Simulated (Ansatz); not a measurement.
# Geometry relaxation, with input and output: Ni$_{2}$Si (part 2 of 2)

Continued. System: Ni$_{2}$Si (Pnma, 12 atoms in the cell). Method: DFT PBEsol, scalar-relativistic, plane waves, PAW, no spin polarisation (Ansatz 0.2.0); cutoff 420 eV, 8×10×6 k-mesh, Gaussian smearing of 0.1 eV. The structure derives from an entry of the Crystallography Open Database. It belongs to a series of runs on one base structure; here: volume × 0.97, shape and atoms relaxed.

Geometry of the input (Å; fractional positions):
```
4.8670  0.0000  0.0000
0.0000  3.6602  0.0000
0.0000  0.0000  6.9368
Si 0.2916  0.7500  0.6134
Si 0.7084  0.2500  0.3866
Si 0.2084  0.2500  0.1134
Si 0.7916  0.7500  0.8866
Ni 0.9578  0.7500  0.2075
Ni 0.0422  0.2500  0.7925
Ni 0.5422  0.2500  0.7075
Ni 0.4578  0.7500  0.2925
Ni 0.8285  0.7500  0.5603
Ni 0.1715  0.2500  0.4397
Ni 0.6715  0.2500  0.0603
Ni 0.3285  0.7500  0.9397
```

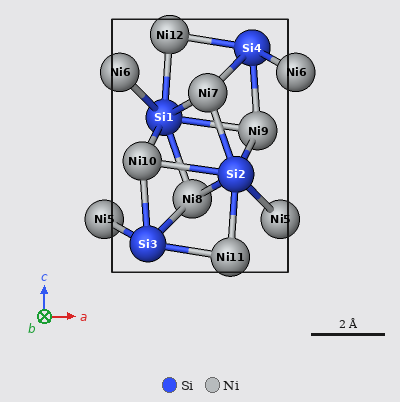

Figure 1. The geometry at step 3 of the log (ball-and-stick view of the cell of the calculation, along the b axis; atoms are numbered from 1 in the order of the input).

Output, continued
```
SCF iter   1: F=—  HF=-48933.188485 eV  |F-HF|=—  |Δ(HF+E_count)|=         —  Δρ=1.34e-4  dr2=4.65e-7  ethr=2.76e-7  ⟨swp⟩=3.0  Hψ=70402  notcnv=0
SCF iter   2: F=—  HF=-48933.188464 eV  |F-HF|=—  |Δ(HF+E_count)|=   2.08e-5  Δρ=6.82e-5  dr2=1.21e-7  ethr=2.91e-10  ⟨swp⟩=2.0  Hψ=20894  notcnv=0
SCF iter   3: F=—  HF=-48933.188465 eV  |F-HF|=—  |Δ(HF+E_count)|=   5.96e-7  Δρ=1.20e-6  dr2=6.51e-10  ethr=7.54e-11  ⟨swp⟩=1.0  Hψ=11520  notcnv=0
iter 4 did not close the SCF: its close was put off for the readings that it lacked (scf_convergence_deferred on its scf_iter line)
SCF iter   4: F=-48933.188465 eV  HF=-48933.188465 eV  |F-HF|=5.82e-11  |Δ(HF+E_count)|=  7.28e-11  Δρ=3.36e-7  dr2=9.28e-11  ethr=1.00e-12  ⟨swp⟩=2.3  Hψ=18291  notcnv=0
iter 5 did not close the SCF: its close was put off for the readings that it lacked (scf_convergence_deferred on its scf_iter line)
SCF iter   5: F=-48933.188465 eV  HF=-48933.188465 eV  |F-HF|=1.46e-11  |Δ(HF+E_count)|=  2.91e-11  Δρ=1.31e-7  dr2=2.23e-11  ethr=1.00e-12  ⟨swp⟩=1.0  Hψ=11520  notcnv=0
iter 6 did not close the SCF: its close was put off for the readings that it lacked (scf_convergence_deferred on its scf_iter line)
SCF iter   6: F=-48933.188465 eV  HF=-48933.188465 eV  |F-HF|=1.46e-11  |Δ(HF+E_count)|=    0.00e0  Δρ=2.87e-8  dr2=1.52e-12  ethr=1.00e-12  ⟨swp⟩=1.0  Hψ=11520  notcnv=0
iter 7 did not close the SCF: its close was put off for the readings that it lacked (scf_convergence_deferred on its scf_iter line)
SCF iter   7: F=-48933.188465 eV  HF=-48933.188465 eV  |F-HF|=7.28e-12  |Δ(HF+E_count)|=  7.28e-12  Δρ=1.19e-8  dr2=1.34e-13  ethr=1.00e-12  ⟨swp⟩=1.0  Hψ=11520  notcnv=0
SCF iter   8: F=-48933.188465 eV  HF=-48933.188465 eV  |F-HF|=1.46e-11  |Δ(HF+E_count)|=  7.28e-12  Δρ=3.88e-9  dr2=9.29e-15  ethr=1.00e-12  ⟨swp⟩=1.8  Hψ=24083  notcnv=0
SCF 5 converged in 8 iterations: F = -48933.188465 eV  dr2 = 9.29e-15
relax step   5: F+E_penalty+E_count = -48933.18846457 eV  Δ(F+E_penalty+E_count) = -1.966e-6 eV  max|allowed force component| = 6.576e-3 eV/Å  Δτ_max = 0.0000 Å  P = +7.058 GPa  Ω = 123.574 Å³  fix = [volume]  reactions: volume +7.058 GPa  stress off target by 4.56e-2 GPa on what of the cell is left free  SCF on the basis re-selected at this cell (its energy is not comparable with the rows above)  (8 SCF iters)
basis re-selected at this cell: Δ(F+E_penalty+E_count) = -1.966e-6 eV, ΔP = -0.000 GPa vs the last step (what re-selecting the basis moved, of the pressure what is left beyond the Pulay correction that the steps carried, after the strain that the cell walked since its last selection, with what the two solves' SCF thresholds leave and, on support functions, any second-order correction that the steps lacked; it is no measure of the basis error at this ecutwfc). This SCF's stress stands 4.56e-2 GPa from its target on what of the cell is left free (relax.cell.stress_tol is 1.00e-1 GPa) and its largest allowed force component is 6.58e-3 eV/Å (relax.f_tol is 1.00e-2 eV/Å): within both
SCF converged after 8 iterations
Free energy (F): -48933.188465 eV
Harris-Foulkes:  -48933.188465 eV  (|F-HF|=1.46e-11)
Internal energy: -48933.156728 eV  (E = F + TS)
E sigma→0 (E₀):  -48933.172596 eV
Entropy (-TS):   -0.031737 eV (-2.645 meV/atom)
Fermi energy:    18.375532 eV
--- Per-component energies (eV) ---
  E_band       = -2130.149385
  E_kinetic    = 2476.093837
  E_local      = -31056.502570  (includes V_loc(G=0)·N_el)
  E_nonlocal   = 5201.512543
  E_hartree    = 13280.141672
  E_xc         = -915.308032
  E_vxc        = -1089.484396  (∫ρ·V_xc dr)
  E_paw        = -14768.266733  (= ΣΔE_a)
  E_vpaw       = -4222.055992  (= ΣTr[D̂ρ^β])
  E_aug_tail   = 0.003855  (compensation charges beyond the density's cutoff)
  E_ewald      = -23152.535854
  E_core_change = 1.704553  (= ΣΔE_core)
  E_smearing   = -0.031737  (= −TS)
  E_closure    = 0.000000  (closes the sum)
  Σ components = -48933.188465   (vs F -48933.188465, Δ=0.00e0)
--- Forces (eV/Å), atoms counted from 1 ---
  atom   1  Si     0.00021165     0.00000000    -0.00054050
  atom   2  Si    -0.00021165     0.00000000     0.00054050
  atom   3  Si    -0.00021165    -0.00000000    -0.00054050
  atom   4  Si     0.00021165     0.00000000     0.00054050
  atom   5  Ni    -0.00358000    -0.00000000     0.00162645
  atom   6  Ni     0.00358000     0.00000000    -0.00162645
  atom   7  Ni     0.00358000    -0.00000000     0.00162645
  atom   8  Ni    -0.00358000     0.00000000    -0.00162645
  atom   9  Ni     0.00155534     0.00000000    -0.00657641
  atom  10  Ni    -0.00155534     0.00000000     0.00657641
  atom  11  Ni    -0.00155534     0.00000000    -0.00657641
  atom  12  Ni     0.00155534     0.00000000     0.00657641
  max |Σ_I F_I| component: 0.00e0 eV/Å
--- Stress (GPa, compression-positive) ---
        7.103755       0.000000       0.000000
        0.000000       7.028286       0.000000
        0.000000       0.000000       7.042551
  P = ⅓ Tr σ = 7.0582 GPa (70.582 kbar)
--- Band table (eV; the first three rows and the last of 120) ---
  k-point 0: bands = ["-85.0331", "-85.0322", "-85.0265", "-85.0265", "-84.8842", "-84.8835", "-84.8725", "-84.8725", "-45.6611", "-45.6569", "-45.6565", "-45.6498", "-45.6219", "-45.6032", "-45.5901", "-45.5737", "-45.5659", "-45.5636", "-45.5333", "-45.5291", "-45.5145", "-45.5125", "-45.5081", "-45.5077", "-45.4754", "-45.4661", "-45.4171", "-45.4150", "-45.3844", "-45.3730", "-45.3211", "-45.3201", "5.1528", "7.8066", "7.9448", "10.0104", "11.3956", "11.8354", "12.5587", "12.8752", "13.1984", "13.5282", "13.5639", "13.5736", "13.9290", "13.9680", "14.1615", "14.1664", "14.5069", "14.6089", "14.7253", "14.8769", "14.9821", "15.0090", "15.3478", "15.5462", "15.5919", "15.7311", "15.9326", "15.9550", "15.9675", "16.0025", "16.1792", "16.3027", "16.3306", "16.3562", "16.3595", "16.5375", "16.6061", "16.6332", "16.7151", "16.9121", "16.9272", "17.0808", "17.1416", "17.2015", "17.3647", "17.3888", "17.7498", "18.2795", "19.1689", "19.3787", "20.0599", "20.8462", "20.8666", "21.3527", "21.9790", "21.9942", "22.8182", "23.2815", "23.7250", "23.9591", "24.7056", "24.7958", "25.2308", "26.3158"]
  k-point 1: bands = ["-85.0331", "-85.0323", "-85.0265", "-85.0265", "-84.8842", "-84.8835", "-84.8725", "-84.8725", "-45.6611", "-45.6583", "-45.6549", "-45.6500", "-45.6211", "-45.6056", "-45.5878", "-45.5743", "-45.5659", "-45.5638", "-45.5330", "-45.5293", "-45.5144", "-45.5127", "-45.5080", "-45.5077", "-45.4748", "-45.4667", "-45.4170", "-45.4152", "-45.3836", "-45.3737", "-45.3211", "-45.3202", "5.2369", "7.1178", "8.6497", "10.0106", "11.4193", "11.9116", "12.3393", "12.8719", "13.2333", "13.3335", "13.5878", "13.8009", "13.8641", "13.9672", "14.0926", "14.2312", "14.5003", "14.5877", "14.6536", "14.7932", "15.0004", "15.1917", "15.2973", "15.4927", "15.5047", "15.7338", "15.9231", "15.9348", "15.9928", "16.0371", "16.2985", "16.2997", "16.3462", "16.3500", "16.4763", "16.5312", "16.6069", "16.6603", "16.7211", "16.9092", "16.9449", "17.0502", "17.1390", "17.2354", "17.3538", "17.5639", "17.6678", "18.2378", "18.9804", "19.3070", "19.6836", "20.1663", "21.7468", "21.9333", "21.9885", "22.0343", "22.6831", "23.2856", "23.5088", "24.2202", "24.6739", "24.9418", "25.2492", "26.0266"]
  k-point 2: bands = ["-85.0329", "-85.0324", "-85.0265", "-85.0265", "-84.8840", "-84.8837", "-84.8725", "-84.8725", "-45.6609", "-45.6596", "-45.6531", "-45.6506", "-45.6187", "-45.6103", "-45.5835", "-45.5763", "-45.5656", "-45.5644", "-45.5322", "-45.5301", "-45.5142", "-45.5132", "-45.5079", "-45.5077", "-45.4730", "-45.4683", "-45.4167", "-45.4157", "-45.3814", "-45.3757", "-45.3209", "-45.3204", "5.4866", "6.4463", "9.3282", "9.9736", "11.4896", "11.9644", "12.1397", "12.7342", "13.2254", "13.3342", "13.5307", "13.6780", "13.9472", "14.0335", "14.0784", "14.3214", "14.4822", "14.4998", "14.5285", "14.6903", "15.0433", "15.1985", "15.3683", "15.4085", "15.5923", "15.6791", "15.8766", "15.9524", "16.0926", "16.1424", "16.2967", "16.2988", "16.3118", "16.4496", "16.5243", "16.5572", "16.6196", "16.7629", "16.7639", "16.9188", "16.9753", "17.0338", "17.1538", "17.3161", "17.4122", "17.4632", "17.9617", "18.1393", "18.2242", "19.3210", "19.5990", "19.7383", "21.7320", "21.7500", "22.5124", "22.6619", "22.7562", "23.2755", "23.5944", "24.7177", "24.8696", "25.1784", "25.3509", "25.4821"]
  k-point 119: bands = ["-85.0294", "-85.0294", "-85.0294", "-85.0294", "-84.8784", "-84.8784", "-84.8784", "-84.8784", "-45.6570", "-45.6570", "-45.6570", "-45.6570", "-45.6016", "-45.6016", "-45.6016", "-45.6016", "-45.5559", "-45.5559", "-45.5559", "-45.5559", "-45.5001", "-45.5001", "-45.5001", "-45.5001", "-45.4376", "-45.4376", "-45.4376", "-45.4376", "-45.3546", "-45.3546", "-45.3546", "-45.3546", "8.8493", "8.8493", "8.8493", "8.8493", "10.8315", "10.8315", "10.8315", "10.8315", "13.6143", "13.6143", "13.6143", "13.6143", "14.0901", "14.0901", "14.0901", "14.0901", "14.6980", "14.6980", "14.6980", "14.6980", "15.1369", "15.1369", "15.1369", "15.1369", "15.5754", "15.5754", "15.5754", "15.5754", "16.0088", "16.0088", "16.0088", "16.0088", "16.2395", "16.2395", "16.2395", "16.2395", "16.4630", "16.4630", "16.4630", "16.4630", "16.8200", "16.8200", "16.8200", "16.8200", "17.6450", "17.6450", "17.6450", "17.6450", "18.8794", "18.8794", "18.8794", "18.8794", "21.1401", "21.1401", "21.1401", "21.1401", "24.2181", "24.2181", "24.2181", "24.2181", "25.5520", "25.5520", "25.5520", "25.5520"]
--- Relaxed structure (4 steps of the walk, 4 accepted, 1 SCFs on fresh bases) ---
  F+E_penalty+E_count = -48933.18846457 eV   max|allowed force component| = 6.576e-3 eV/Å   (the final SCF, on the basis selected at the relaxed cell)
  cell:  # Å, volume = 123.5739 Å³
    - [4.843006989799825, 0.0, 0.0]
    - [0.0, 3.671202509038027, 0.0]
    - [0.0, 0.0, 6.950293940133769]
  atoms:
    - { symbol: Si, position: [0.2951024657750116, 0.7499999999999999, 0.6123841644151221] }
    - { symbol: Si, position: [0.7048975342249885, 0.24999999999999997, 0.38761583558487767] }
    - { symbol: Si, position: [0.20489753422498846, 0.24999999999999997, 0.11238416441512226] }
    - { symbol: Si, position: [0.7951024657750116, 0.7499999999999999, 0.8876158355848776] }
    - { symbol: Ni, position: [0.9567206297770309, 0.7499999999999999, 0.20962935210641195] }
    - { symbol: Ni, position: [0.04327937022296927, 0.24999999999999997, 0.790370647893588] }
    - { symbol: Ni, position: [0.5432793702229693, 0.24999999999999997, 0.7096293521064119] }
    - { symbol: Ni, position: [0.4567206297770307, 0.7499999999999999, 0.290370647893588] }
    - { symbol: Ni, position: [0.8277211548998092, 0.7499999999999999, 0.5606083925804466] }
    - { symbol: Ni, position: [0.17227884510019084, 0.24999999999999997, 0.4393916074195533] }
    - { symbol: Ni, position: [0.6722788451001908, 0.24999999999999997, 0.060608392580446736] }
    - { symbol: Ni, position: [0.3277211548998092, 0.7499999999999999, 0.9393916074195533] }
```

Trajectory as extended XYZ (Å, eV, eV/Å), 5 frames, from step=1 to step=5
```
12
Lattice="4.8670 0.0000 0.0000 0.0000 3.6602 0.0000 0.0000 0.0000 6.9368" Properties=species:S:1:pos:R:3:forces:R:3 step=1 energy=-48933.18351 pressure_GPa=7.48
Si    1.4193    2.7452    4.2550    0.0448   0.0000   0.0008
Si    3.4477    0.9151    2.6818   -0.0448   0.0000  -0.0008
Si    1.0142    0.9151    0.7866   -0.0448   0.0000   0.0008
Si    3.8527    2.7452    6.1502    0.0448   0.0000  -0.0008
Ni    4.6616    2.7452    1.4393   -0.0214   0.0000   0.0611
Ni    0.2053    0.9151    5.4975    0.0214   0.0000  -0.0611
Ni    2.6388    0.9151    4.9077    0.0214   0.0000   0.0611
Ni    2.2282    2.7452    2.0291   -0.0214   0.0000  -0.0611
Ni    4.0324    2.7452    3.8867   -0.0057   0.0000   0.0036
Ni    0.8346    0.9151    3.0501    0.0057   0.0000  -0.0036
Ni    3.2680    0.9151    0.4183    0.0057   0.0000   0.0036
Ni    1.5989    2.7452    6.5185   -0.0057   0.0000  -0.0036
12
Lattice="4.8627 0.0000 0.0000 0.0000 3.6627 0.0000 0.0000 0.0000 6.9382" Properties=species:S:1:pos:R:3:forces:R:3 step=2 energy=-48933.18511 pressure_GPa=7.40
Si    1.4208    2.7470    4.2552    0.0419   0.0000  -0.0040
Si    3.4419    0.9157    2.6830   -0.0419   0.0000   0.0040
Si    1.0105    0.9157    0.7861   -0.0419   0.0000  -0.0040
Si    3.8522    2.7470    6.1521    0.0419   0.0000   0.0040
Ni    4.6558    2.7470    1.4421   -0.0135   0.0000   0.0450
Ni    0.2069    0.9157    5.4961    0.0135   0.0000  -0.0450
Ni    2.6383    0.9157    4.9112    0.0135   0.0000   0.0450
Ni    2.2244    2.7470    2.0270   -0.0135   0.0000  -0.0450
Ni    4.0288    2.7470    3.8877   -0.0114   0.0000   0.0001
Ni    0.8339    0.9157    3.0506    0.0114   0.0000  -0.0001
Ni    3.2653    0.9157    0.4185    0.0114   0.0000   0.0001
Ni    1.5975    2.7470    6.5197   -0.0114   0.0000  -0.0001
12
Lattice="4.8407 0.0000 0.0000 0.0000 3.6693 0.0000 0.0000 0.0000 6.9571" Properties=species:S:1:pos:R:3:forces:R:3 step=3 energy=-48933.18811 pressure_GPa=7.02
Si    1.4329    2.7520    4.2605   -0.0238   0.0000   0.0192
Si    3.4078    0.9173    2.6967    0.0238   0.0000  -0.0192
Si    0.9875    0.9173    0.7819    0.0238   0.0000   0.0192
Si    3.8533    2.7520    6.1752   -0.0238   0.0000  -0.0192
Ni    4.6284    2.7520    1.4585   -0.0014   0.0000   0.0118
Ni    0.2123    0.9173    5.4986    0.0014   0.0000  -0.0118
Ni    2.6327    0.9173    4.9371    0.0014   0.0000   0.0118
Ni    2.2080    2.7520    2.0200   -0.0014   0.0000  -0.0118
Ni    4.0068    2.7520    3.8976    0.0159   0.0000   0.0232
Ni    0.8339    0.9173    3.0596   -0.0159   0.0000  -0.0232
Ni    3.2543    0.9173    0.4190   -0.0159   0.0000   0.0232
Ni    1.5864    2.7520    6.5381    0.0159   0.0000  -0.0232
12
Lattice="4.8430 0.0000 0.0000 0.0000 3.6712 0.0000 0.0000 0.0000 6.9503" Properties=species:S:1:pos:R:3:forces:R:3 step=4 energy=-48933.18846 pressure_GPa=7.06
Si    1.4292    2.7534    4.2562    0.0002   0.0000  -0.0005
Si    3.4138    0.9178    2.6940   -0.0002   0.0000   0.0005
Si    0.9923    0.9178    0.7811   -0.0002   0.0000  -0.0005
Si    3.8507    2.7534    6.1692    0.0002   0.0000   0.0005
Ni    4.6334    2.7534    1.4570   -0.0036   0.0000   0.0017
Ni    0.2096    0.9178    5.4933    0.0036   0.0000  -0.0017
Ni    2.6311    0.9178    4.9321    0.0036   0.0000   0.0017
Ni    2.2119    2.7534    2.0182   -0.0036   0.0000  -0.0017
Ni    4.0087    2.7534    3.8964    0.0016   0.0000  -0.0066
Ni    0.8343    0.9178    3.0539   -0.0016   0.0000   0.0066
Ni    3.2559    0.9178    0.4212   -0.0016   0.0000  -0.0066
Ni    1.5872    2.7534    6.5290    0.0016   0.0000   0.0066
12
Lattice="4.8430 0.0000 0.0000 0.0000 3.6712 0.0000 0.0000 0.0000 6.9503" Properties=species:S:1:pos:R:3:forces:R:3 step=5 energy=-48933.18846 pressure_GPa=7.06
Si    1.4292    2.7534    4.2562    0.0002   0.0000  -0.0005
Si    3.4138    0.9178    2.6940   -0.0002   0.0000   0.0005
Si    0.9923    0.9178    0.7811   -0.0002   0.0000  -0.0005
Si    3.8507    2.7534    6.1692    0.0002   0.0000   0.0005
Ni    4.6334    2.7534    1.4570   -0.0036   0.0000   0.0016
Ni    0.2096    0.9178    5.4933    0.0036   0.0000  -0.0016
Ni    2.6311    0.9178    4.9321    0.0036   0.0000   0.0016
Ni    2.2119    2.7534    2.0182   -0.0036   0.0000  -0.0016
Ni    4.0087    2.7534    3.8964    0.0016   0.0000  -0.0066
Ni    0.8343    0.9178    3.0539   -0.0016   0.0000   0.0066
Ni    3.2559    0.9178    0.4212   -0.0016   0.0000  -0.0066
Ni    1.5872    2.7534    6.5290    0.0016   0.0000   0.0066
```

Key numbers

- outcome: converged
- space group (tolerance 0.01 Å): Pnma (62)
- electrons treated: 160
- free energy: −48933.1885 eV
- Fermi energy: 18.376 eV
- gap on the k-point mesh: none (metallic)
- pressure: 7.06 GPa
- final volume: 123.57 Å³
- largest force (length of the vector) at the end: 0.007 eV/Å
- final cell: a = 4.843 Å, b = 3.671 Å, c = 6.950 Å, α = 90.00°, β = 90.00°, γ = 90.00°
- hardware: 2 threads of Intel Xeon @ 2.50GHz (Skylake/Cascade Lake), 32 GiB of memory available, shared host
- wall time: 3.7 min (CPU time 7.3 min)
- peak memory: 1.3 GiB

Notes

The run has no spin polarisation, so a magnetic state may lie lower. The cell is under a pressure of 7.1 GPa at this level, so it is not at its equilibrium volume.
